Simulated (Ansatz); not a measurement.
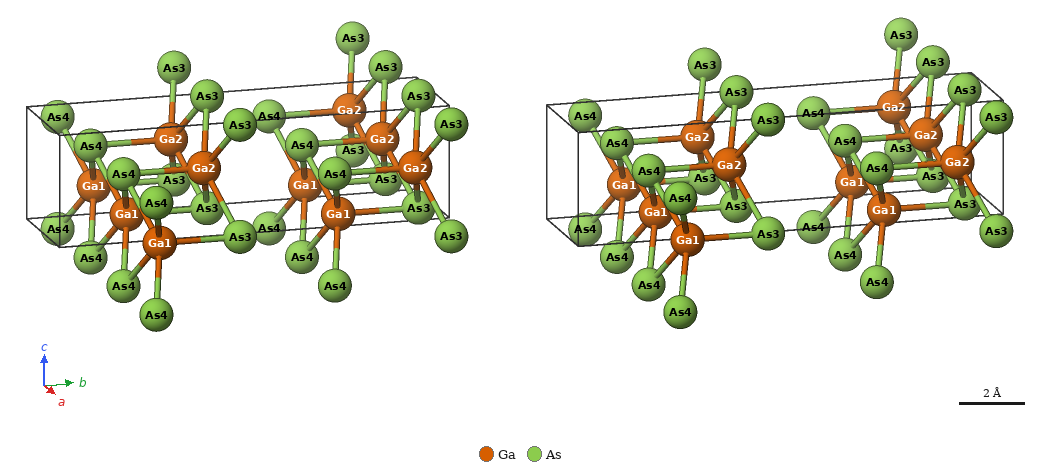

Two geometries of solid GaAs (built on the CrB type) (coarse preliminary run), drawn at one scale. One is the start of a relaxation, the other its converged end. Style: ball-and-stick. Shown: the conventional cell (2 times the calculation's cell), repeated 2 × 1 × 1 with one cell outlined, slightly off an axis. Lengths and directions refer to the drawn axes.

These are results of DFT r2SCAN, scalar-relativistic, plane waves, PAW in Ansatz 0.2.0, not measurements. Settings: plane-wave cutoff 500 eV; k-point mesh 6 × 6 × 6; occupations gaussian; smearing width 0.1 eV; no spin polarisation; cell and atoms relaxed; force threshold 0.04 eV/Å; at most 70 steps.

> Which one is relaxed?

The left one is the relaxed one. Case: CrB type (Cmcm, No. 63). The largest moves relative to the cell, 0.13 Å, are those of Ga1 and Ga2. Ga1 goes along −b. Largest moves by element: Ga 0.13 Å, As 0.08 Å. The volume changes by −6.3 %, with a 3.482 → 3.613 Å (+3.8 %), b 13.796 → 12.663 Å (−8.2 %), c 3.668 → 3.610 Å (−1.6 %). Some distances before and after: Ga1–As3 2.615 → 2.607 Å, Ga1–As4 2.638 → 2.634 Å. Bond angles that change, for instance: As4–Ga1–As4 147.0° → 151.7°, Ga1–As4–Ga1 147.0° → 151.7°, Ga1–As4–Ga1 82.6° → 86.6°. The space group stays Cmcm (No. 63). After 5 accepted moves (7 points after the start) the energy has fallen by 8.5 meV per atom. The largest force component goes from 0.053 to 0.018 eV/Å. Pressure: −0.08 GPa at the start and −0.04 GPa at the end. The line search rejected the trial step at point 3 of the run. The SCF was repeated once at an unchanged geometry on a basis and grid sized afresh for the cell, which shifted the energy by 0.2 meV per atom at most.
